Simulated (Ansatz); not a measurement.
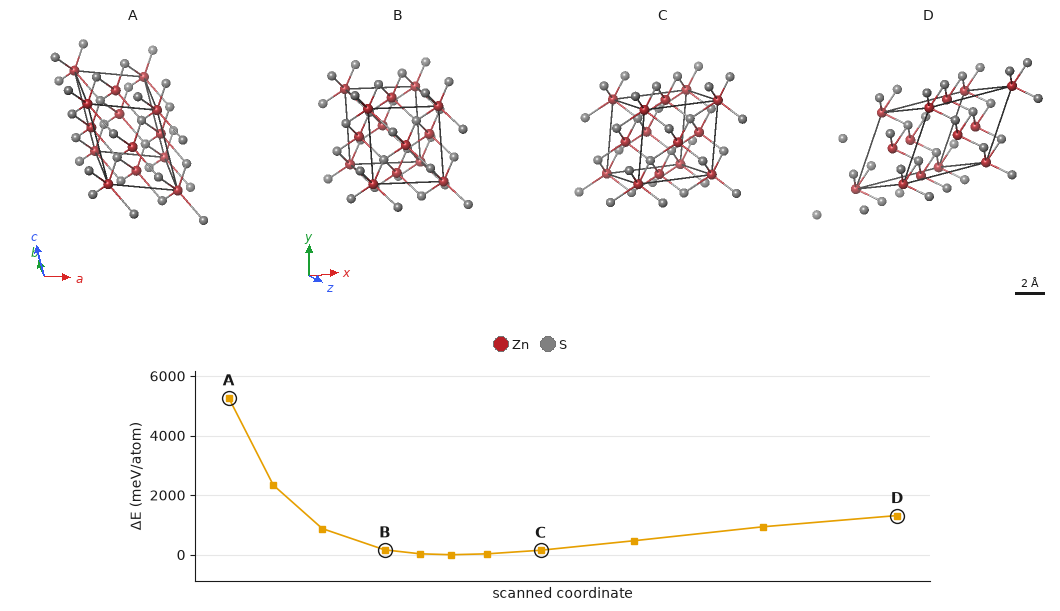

A scan of crystalline ZnS (F-43m) along one coordinate. x, y and z are the Cartesian axes of the input. Style: ball-and-stick. Shown: the conventional cell (4 times the calculation's cell), slightly off an axis. Lengths and directions refer to the drawn axes.

These are results of Ansatz 0.2.0, DFT LDA, scalar-relativistic, plane waves, PAW, not measurements. (plane-wave cutoff 420 eV; k-point mesh 10 × 10 × 10; occupations gaussian; smearing width 0.05 eV; no spin polarisation). Energies (free energies at the smearing named) are counted from the cell as listed in its source, which wasn't relaxed.

Question: What is being scanned?

Answer: The ratio of the cell's length along [111] to its lengths across, counted as 1 for the reference, is changed at fixed volume (a trigonal path), with the atoms kept at their fractional coordinates. In the frames the relative ratio is 0.50 (A), 0.85 (B), 1.20 (C), 2.00 (D). Of the computed points the lowest is at the relative ratio 1.00, 0 meV/atom. At the ends of the scan the energy is 5266 meV/atom (0.50) and 1314 meV/atom (2.00). The unrelaxed reference is under a pressure of −4.7 GPa. The distortion takes the space group from F-43m to R3m. At the relative ratio 2.00 the cell of the drawing goes a 5.409 → 6.072 Å, b 5.409 → 6.072 Å, c 5.409 → 6.072 Å, α 90.0° → 120.0°, β 90.0° → 60.0°, γ 90.0° → 120.0°. The band gap on the mesh, 1.85 eV in the reference, closes at 1.41, 1.70, 2.00.
